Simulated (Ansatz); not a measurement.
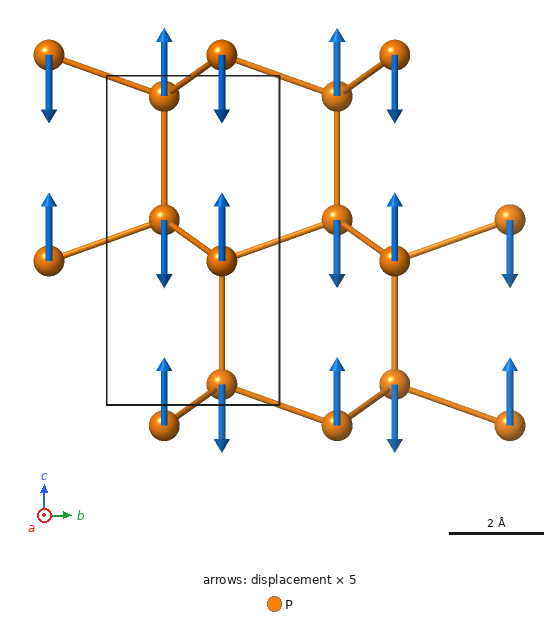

A relaxation of crystalline P (built on the lonsdaleite_194 type) (coarse preliminary run). The starting structure is drawn; blue arrows show the displacements (the part carried along by the change of the cell is left out), 5 times their true length.

The picture is a ball-and-stick view of the cell of the calculation, repeated 1 × 2 × 1 with one cell outlined, seen along the a axis.

Case: lonsdaleite type (P6_3/mmc, No. 194).

Theory: DFT PBEsol, scalar-relativistic, plane waves, PAW in Ansatz. (plane-wave cutoff 420 eV; k-point mesh 6 × 6 × 4; occupations gaussian; smearing width 0.1 eV; no spin polarisation; cell and atoms relaxed; force threshold 0.04 eV/Å; at most 70 steps)

Q: What did the optimiser do to the structure, and how much energy did it gain?

A: After 10 accepted moves (11 points after the start) the energy has fallen by 633 meV per atom. Largest force component: 0.15 eV/Å at the start, under 0.0001 eV/Å at the end. The pressure goes from −10.36 to 0.09 GPa. The SCF was repeated once at an unchanged geometry on a basis and grid sized afresh for the cell, which shifted the energy by 0.5 meV per atom at most. The largest moves relative to the cell, 0.29 Å, are those of P atoms. The volume changes by −41.3 %, with a = b 4.279 → 4.016 Å (−6.1 %), c 7.061 → 4.701 Å (−33.4 %). Near-neighbour distances that change, for instance: P–P 4.413 → 2.350 Å, P–P 2.623 → 2.319 Å, P–P 2.648 → 2.351 Å. New bonds form: P–P (4.41 → 2.35 Å). Bond angles that change, for instance: P–P–P 109.7° → 90.0°, P–P–P 109.3° → 120.0°. The space group (tolerance 0.01 Å) goes from P6_3/mmc (No. 194) to P6/mmm (No. 191).
